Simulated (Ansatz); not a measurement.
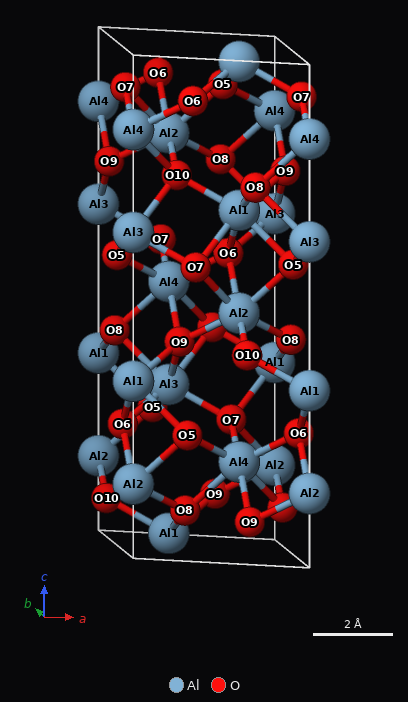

Fig. 1: The structure as given in the input (ball-and-stick view of the cell 3 times as large as that of the calculation, set on its symmetry axes, seen slightly off an axis; atoms are numbered from 1 in the order of the input). Near neighbours in the crystal (not all of them lie inside the picture): Al has 6 O at 1.85 to 1.97 Å; O has 4 Al at 1.85 to 1.97 Å.

**Geometry relaxation of Al2O3 (part 1 of 2)**

Al2O3 (R-3c, 10 atoms in the cell), computed with DFT r2SCAN, scalar-relativistic, plane waves, PAW, no spin polarisation (Ansatz 0.2.0).

The structure derives from an entry of the Crystallography Open Database. Figures and captions count atoms from 1; the log counts them from 0 in places.

## Input
```yaml
crystal:
  lattice:
    - [2.38025, 1.3742379782, 4.3318666667]
    - [-2.38025, 1.3742379782, 4.3318666667]
    - [0.0, -2.7484759565, 4.3318666667]
  atoms:
    - { symbol: Al, position: [0.35216, 0.35216, 0.35216] }
    - { symbol: Al, position: [0.14784, 0.14784, 0.14784] }
    - { symbol: Al, position: [0.64784, 0.64784, 0.64784] }
    - { symbol: Al, position: [0.85216, 0.85216, 0.85216] }
    - { symbol: O, position: [0.55668, 0.94332, 0.25] }
    - { symbol: O, position: [0.25, 0.55668, 0.94332] }
    - { symbol: O, position: [0.94332, 0.25, 0.55668] }
    - { symbol: O, position: [0.44332, 0.05668, 0.75] }
    - { symbol: O, position: [0.75, 0.44332, 0.05668] }
    - { symbol: O, position: [0.05668, 0.75, 0.44332] }
basis:
  ecutwfc: 500
kpoints:
  mp_grid: { grid: [6, 6, 6] }
hamiltonian:
  xc: r2scan
scf:
  occupations: { method: gaussian, width: 0.02 }
output:
  forces: true
  stress: true
  eigenvalues: true
  write_density: true
  write_potential: true
  elf: true
  volumetric_format: npy
relax:
  adjacent_minimum: "off"
  f_tol: 0.005
  max_steps: 80
  cell: { stress_tol: 0.05 }
```

Launched with:
```bash
ansatz run input.yaml --threads 2 --pin off --max-ram 5120MiB --backend cpu --events-out ev --progress --plain --runs-dir out
```

## Output
```
Engine: ansatz 0.2.0, x86_64-unknown-linux-gnu
Pseudopotentials: kind: paw
Pseudopotential: Al, paw, valence charge 3, recommended cutoff 500 eV (meta_gga), Al.paw.azcp
Pseudopotential: O, paw, valence charge 6, recommended cutoff 500 eV (meta_gga), O.paw.azcp
Functional definition: r2SCAN
  parameter k0 = 0.174
  parameter k1 = 0.065
  parameter a1 = 4.9479
  exchange = r2scan_x(k0 = k0, k1 = k1, a1 = a1)
  correlation = r2scan_c
Crystal: 10 atoms, lattice volume = 85.018 Å³
Basis set: ecut = 500 eV, 2169 PW (Γ), exchange–correlation on 160×160×160 points (64 copies of the dense FFT grid, shifted against one another)
Bands: 34, of which v1, the nominal top of the filled ones, is band 24 counted from 1 (23 counted from 0)
Symmetry: 12 space group operations
Space group: R-3c (ITA 167), of the structure as read, at distance tolerance 4.4e-5 Å
k-points: 32 of 216
Non-local potential: Al, projectors of the file, l = 0: 2, l = 1: 2, l = 2: 1
Non-local potential: O, projectors of the file, l = 0: 2, l = 1: 2, l = 2: 1
PAW form: soft (Blöchl's): semilocal exchange-correlation on the pseudo side does not see the compensation charge
PAW frozen core: Al, regenerated for the run's functional (the file was generated under x = pbe(κ = 0.804, μ = 0.2195149727645171), c = pbe(β = 0.06672455060314922))
PAW frozen core: O, regenerated for the run's functional (the file was generated under x = pbe(κ = 0.804, μ = 0.2195149727645171), c = pbe(β = 0.06672455060314922))
PAW one-centre angular grid: Al, 302 points (default); XC on 160 Gauss nodes
PAW one-centre angular grid: O, 302 points (default); XC on 160 Gauss nodes
Initial density: superposition of atomic densities (neutral atoms: chi_scale 0, normalization atom), corrected by the library's trained network
Initial wavefunctions: pseudopotential atomic-orbital guess
Functional: x = r2scan, c = r2scan; τ floored in thin density (d = 2e-4 eV/Å³)
SCF iter   1: F=—  HF=-5590.107706 eV  |F-HF|=—  |Δ(HF+E_count)|=         —  Δρ=8.09e-3  dr2=5.24e-2  dr2_τ=6.28e-1  ethr=1.77e-3  ⟨swp⟩=7.9  Hψ=5976  notcnv=0  defer=2
preconditioner: auto → Resta (q_TF=auto, 2.480 Å⁻¹)  ε∞=3.2  [insulator: Δε(μ)=7.037 eV  Ē_g=18.991 eV  σ=0.020 eV  W_gap=1.00  n_scr=20 (ndim 8)  ℏωp=27.9 eV  f_vac=0.000  D(μ)=0.00/eV (n_scr^D=0)  ε∞_Penn≈3.2]
SCF iter   2: F=—  HF=-5590.629420 eV  |F-HF|=—  |Δ(HF+E_count)|=   5.22e-1  Δρ=5.82e-3  dr2=2.21e-2  dr2_τ=1.01e-3  ethr=1.09e-4  ⟨swp⟩=3.2  Hψ=2532  notcnv=0  defer=122
SCF iter   3: F=—  HF=-5590.626568 eV  |F-HF|=—  |Δ(HF+E_count)|=   2.85e-3  Δρ=2.27e-3  dr2=3.47e-3  dr2_τ=2.11e-4  ethr=4.60e-5  ⟨swp⟩=2.9  Hψ=2063  notcnv=0  defer=122
SCF iter   4: F=—  HF=-5590.625987 eV  |F-HF|=—  |Δ(HF+E_count)|=   5.81e-4  Δρ=6.92e-4  dr2=4.11e-4  dr2_τ=4.63e-5  ethr=7.22e-6  ⟨swp⟩=2.0  Hψ=1868  notcnv=0  defer=122
SCF iter   5: F=—  HF=-5590.625931 eV  |F-HF|=—  |Δ(HF+E_count)|=   5.58e-5  Δρ=3.15e-4  dr2=8.56e-5  dr2_τ=1.39e-6  ethr=8.57e-7  ⟨swp⟩=2.0  Hψ=1679  notcnv=0  defer=122
SCF iter   6: F=—  HF=-5590.625921 eV  |F-HF|=—  |Δ(HF+E_count)|=   9.76e-6  Δρ=9.20e-5  dr2=7.15e-6  dr2_τ=1.32e-7  ethr=1.78e-7  ⟨swp⟩=2.1  Hψ=1651  notcnv=0  defer=122
SCF iter   7: F=—  HF=-5590.625920 eV  |F-HF|=—  |Δ(HF+E_count)|=   1.38e-6  Δρ=1.11e-5  dr2=1.05e-7  dr2_τ=2.05e-9  ethr=1.49e-8  ⟨swp⟩=2.0  Hψ=1541  notcnv=0  defer=122
SCF iter   8: F=-5590.625920 eV  HF=-5590.625920 eV  |F-HF|=8.03e-10  |Δ(HF+E_count)|=   2.17e-8  Δρ=1.43e-6  dr2=1.62e-9  dr2_τ=1.02e-10  ethr=2.08e-10  ⟨swp⟩=15.2  Hψ=7481  notcnv=0
SCF 1 converged in 8 iterations: F = -5590.625920 eV  dr2 = 1.62e-9
  greatest PAW one-centre occupation: 0.866 electrons in one spin orbital (limit 2), on the O atom at site 9 (counted from 0), in its partial waves of l = 0
relax step   1: F+E_penalty+E_count = -5590.62592004 eV  Δ(F+E_penalty+E_count) = +0.000e0 eV  max|allowed force component| = 5.935e-2 eV/Å  Δτ_max = 0.0000 Å  P = -0.188 GPa  Ω = 85.018 Å³  (8 SCF iters, dr2 threshold 1.00e-7 eV, accepted)
Crystal: 10 atoms, lattice volume = 84.997 Å³
Initial density: handed on by an earlier stage of this run
Initial wavefunctions: those handed on with the density
iter 1 solved again at ethr=3.74e-8 eV; its pass at ethr=3.10e-3 eV (dr2=1.80e-5 eV) is discarded
SCF iter   1: F=—  HF=-5590.626173 eV  |F-HF|=—  |Δ(HF+E_count)|=         —  Δρ=1.46e-4  dr2=1.84e-5  dr2_τ=1.11e-4  ethr=3.74e-8  ⟨swp⟩=2.3  Hψ=4658  notcnv=0
preconditioner: auto → Resta (q_TF=auto, 2.480 Å⁻¹)  ε∞=3.2  [insulator: Δε(μ)=7.126 eV  Ē_g=18.921 eV  σ=0.020 eV  W_gap=1.00  n_scr=20 (ndim 8)  ℏωp=27.9 eV  f_vac=0.000  D(μ)=0.00/eV (n_scr^D=0)  ε∞_Penn≈3.2]
SCF iter   2: F=—  HF=-5590.626179 eV  |F-HF|=—  |Δ(HF+E_count)|=   6.43e-6  Δρ=7.68e-5  dr2=4.82e-6  dr2_τ=1.24e-7  ethr=3.74e-8  ⟨swp⟩=3.0  Hψ=1961  notcnv=0
SCF iter   3: F=-5590.626178 eV  HF=-5590.626178 eV  |F-HF|=1.43e-8  |Δ(HF+E_count)|=   1.41e-6  Δρ=1.49e-5  dr2=8.54e-8  dr2_τ=2.52e-8  ethr=4.59e-10  ⟨swp⟩=8.9  Hψ=7977  notcnv=0
SCF 2 converged in 3 iterations: F = -5590.626178 eV  dr2 = 8.54e-8
  greatest PAW one-centre occupation: 0.866 electrons in one spin orbital (limit 2), on the O atom at site 8 (counted from 0), in its partial waves of l = 0
relax step   2: F+E_penalty+E_count = -5590.62617760 eV  Δ(F+E_penalty+E_count) = -2.576e-4 eV  max|allowed force component| = 5.087e-2 eV/Å  Δτ_max = 0.0006 Å  P = -0.113 GPa  Ω = 84.997 Å³  energy of the carried Pulay correction = +1.071e-5 eV  (3 SCF iters, dr2 threshold 2.20e-7 eV, accepted)
Crystal: 10 atoms, lattice volume = 84.956 Å³
iter 1 solved again at ethr=2.27e-7 eV; its pass at ethr=3.10e-3 eV (dr2=1.09e-4 eV) is discarded
SCF iter   1: F=—  HF=-5590.626551 eV  |F-HF|=—  |Δ(HF+E_count)|=         —  Δρ=3.12e-4  dr2=1.12e-4  dr2_τ=4.49e-4  ethr=2.27e-7  ⟨swp⟩=2.7  Hψ=4520  notcnv=0
preconditioner: auto → Resta (q_TF=auto, 2.481 Å⁻¹)  ε∞=3.2  [insulator: Δε(μ)=7.139 eV  Ē_g=18.930 eV  σ=0.020 eV  W_gap=1.00  n_scr=20 (ndim 8)  ℏωp=27.9 eV  f_vac=0.000  D(μ)=0.00/eV (n_scr^D=0)  ε∞_Penn≈3.2]
SCF iter   2: F=—  HF=-5590.626550 eV  |F-HF|=—  |Δ(HF+E_count)|=   1.46e-6  Δρ=1.65e-4  dr2=3.01e-5  dr2_τ=7.97e-7  ethr=2.27e-7  ⟨swp⟩=2.6  Hψ=1801  notcnv=0
SCF iter   3: F=—  HF=-5590.626539 eV  |F-HF|=—  |Δ(HF+E_count)|=   1.05e-5  Δρ=2.98e-5  dr2=3.21e-7  dr2_τ=5.99e-8  ethr=6.27e-8  ⟨swp⟩=2.0  Hψ=1664  notcnv=0
SCF iter   4: F=-5590.626539 eV  HF=-5590.626539 eV  |F-HF|=3.80e-9  |Δ(HF+E_count)|=   6.22e-8  Δρ=9.40e-6  dr2=4.39e-8  dr2_τ=3.22e-9  ethr=4.63e-10  ⟨swp⟩=10.9  Hψ=7544  notcnv=0
SCF 3 converged in 4 iterations: F = -5590.626539 eV  dr2 = 4.39e-8
relax step   3: F+E_penalty+E_count = -5590.62653940 eV  Δ(F+E_penalty+E_count) = -3.618e-4 eV  max|allowed force component| = 1.440e-2 eV/Å  Δτ_max = 0.0018 Å  P = +0.012 GPa  Ω = 84.956 Å³  energy of the carried Pulay correction = +3.086e-5 eV  (4 SCF iters, dr2 threshold 2.22e-7 eV, accepted)
Crystal: 10 atoms, lattice volume = 84.960 Å³
iter 1 solved again at ethr=2.86e-9 eV; its pass at ethr=3.10e-3 eV (dr2=1.37e-6 eV) is discarded
SCF iter   1: F=—  HF=-5590.626563 eV  |F-HF|=—  |Δ(HF+E_count)|=         —  Δρ=5.03e-5  dr2=1.44e-6  dr2_τ=1.67e-6  ethr=2.86e-9  ⟨swp⟩=2.4  Hψ=4658  notcnv=0
preconditioner: auto → Resta (q_TF=auto, 2.481 Å⁻¹)  ε∞=3.2  [insulator: Δε(μ)=7.137 eV  Ē_g=18.929 eV  σ=0.020 eV  W_gap=1.00  n_scr=20 (ndim 8)  ℏωp=27.9 eV  f_vac=0.000  D(μ)=0.00/eV (n_scr^D=0)  ε∞_Penn≈3.2]
SCF iter   2: F=—  HF=-5590.626563 eV  |F-HF|=—  |Δ(HF+E_count)|=   1.01e-7  Δρ=2.41e-5  dr2=2.79e-7  dr2_τ=2.91e-8  ethr=2.86e-9  ⟨swp⟩=2.8  Hψ=1870  notcnv=0
SCF iter   3: F=—  HF=-5590.626563 eV  |F-HF|=—  |Δ(HF+E_count)|=   5.66e-9  Δρ=6.23e-6  dr2=2.28e-8  dr2_τ=4.15e-9  ethr=5.81e-10  ⟨swp⟩=2.1  Hψ=1678  notcnv=0
SCF iter   4: F=-5590.626563 eV  HF=-5590.626563 eV  |F-HF|=2.01e-10  |Δ(HF+E_count)|=   1.47e-9  Δρ=1.13e-6  dr2=8.16e-10  dr2_τ=5.53e-11  ethr=2.70e-11  ⟨swp⟩=7.5  Hψ=5557  notcnv=0
SCF 4 converged in 4 iterations: F = -5590.626563 eV  dr2 = 8.16e-10
relax step   4: F+E_penalty+E_count = -5590.62656330 eV  Δ(F+E_penalty+E_count) = -2.390e-5 eV  max|allowed force component| = 2.897e-3 eV/Å  Δτ_max = 0.0007 Å  P = -0.005 GPa  Ω = 84.960 Å³  energy of the carried Pulay correction = +2.892e-5 eV  (4 SCF iters, dr2 threshold 1.30e-8 eV, accepted)
Initial wavefunctions: pseudopotential atomic-orbital guess (no wavefunctions were taken with the density)
iter 1 solved again at ethr=2.20e-8 eV; its pass at ethr=3.10e-3 eV (dr2=1.06e-5 eV) is discarded
SCF iter   1: F=—  HF=-5590.626534 eV  |F-HF|=—  |Δ(HF+E_count)|=         —  Δρ=2.41e-6  dr2=1.20e-9  dr2_τ=1.68e-9  ethr=2.20e-8  ⟨swp⟩=3.6  Hψ=9215  notcnv=0
preconditioner: auto → Resta (q_TF=auto, 2.481 Å⁻¹)  ε∞=3.2  [insulator: Δε(μ)=7.137 eV  Ē_g=18.930 eV  σ=0.020 eV  W_gap=1.00  n_scr=20 (ndim 8)  ℏωp=27.9 eV  f_vac=0.000  D(μ)=0.00/eV (n_scr^D=0)  ε∞_Penn≈3.2]
SCF iter   2: F=—  HF=-5590.626534 eV  |F-HF|=—  |Δ(HF+E_count)|=   2.12e-7  Δρ=1.30e-6  dr2=4.20e-10  dr2_τ=1.38e-10  ethr=2.50e-12  ⟨swp⟩=3.1  Hψ=2268  notcnv=0
SCF iter   3: F=-5590.626534 eV  HF=-5590.626534 eV  |F-HF|=6.37e-12  |Δ(HF+E_count)|=  4.04e-10  Δρ=1.92e-7  dr2=2.38e-11  dr2_τ=5.29e-12  ethr=1.00e-12  ⟨swp⟩=5.7  Hψ=5576  notcnv=0
SCF 5 converged in 3 iterations: F = -5590.626534 eV  dr2 = 2.38e-11
relax step   5: F+E_penalty+E_count = -5590.62653375 eV  Δ(F+E_penalty+E_count) = +2.956e-5 eV  max|allowed force component| = 2.901e-3 eV/Å  Δτ_max = 0.0000 Å  P = -0.004 GPa  Ω = 84.960 Å³  stress off target by 1.80e-2 GPa  SCF on the basis re-selected at this cell (its energy is not comparable with the rows above)  (3 SCF iters)
```

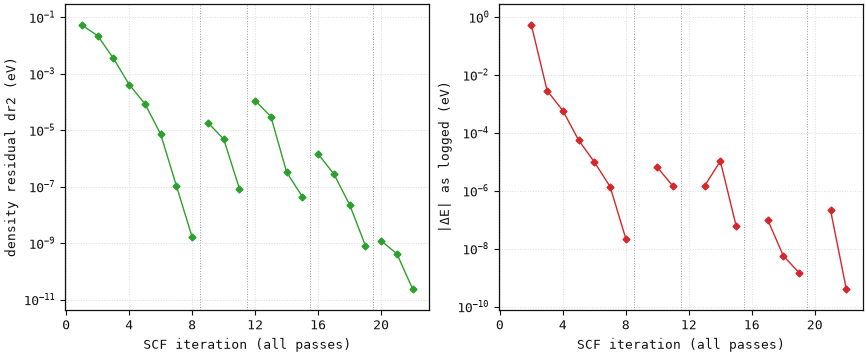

Fig. 2: Convergence of the self-consistent field: density residual dr2 and size of the energy change against the SCF iteration. The dotted lines part the SCF passes of the relaxation: geometry steps, rejected trials and re-solves on a re-selected basis. The 5 passes take 3 to 8 iterations each, 22 in all.

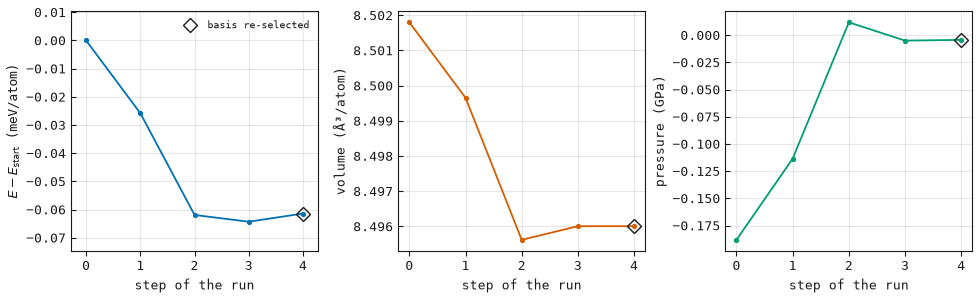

Fig. 3: Progress of the relaxation, step by step (the first geometry is step 0 here and step 1 in the log). The energy falls by 0.1 meV per atom in 3 geometry steps. The largest force component goes from 0.059 to 0.0029 eV/Å. The pressure goes from −0.19 to 0.00 GPa. The atoms keep their places relative to the cell (all moves are under 0.005 Å). The volume changes by −0.1 %, with a = b 4.761 → 4.759 Å (0.0 %), c 12.996 → 12.995 Å (0.0 %). The space group stays R-3c (No. 167). A last SCF at the same geometry on a re-selected plane-wave basis shifts the energy by +0.0 meV per atom.

```
basis re-selected at this cell: Δ(F+E_penalty+E_count) = +2.956e-5 eV, ΔP = +0.001 GPa vs the last step (what re-selecting the basis moved, of the pressure what is left beyond the Pulay correction that the steps carried, after the strain that the cell walked since its last selection, with what the two solves' SCF thresholds leave and, on support functions, any second-order correction that the steps lacked; it is no measure of the basis error at this ecutwfc). This SCF's stress stands 1.80e-2 GPa from its target on what of the cell is left free (relax.cell.stress_tol is 5.00e-2 GPa) and its largest allowed force component is 2.90e-3 eV/Å (relax.f_tol is 5.00e-3 eV/Å): within both
SCF converged after 3 iterations
Free energy (F): -5590.626534 eV
Harris-Foulkes:  -5590.626534 eV  (|F-HF|=6.37e-12)
Internal energy: -5590.626534 eV  (E = F + TS)
E sigma→0 (E₀):  -5590.626534 eV
Fermi energy:    10.914636 eV
```
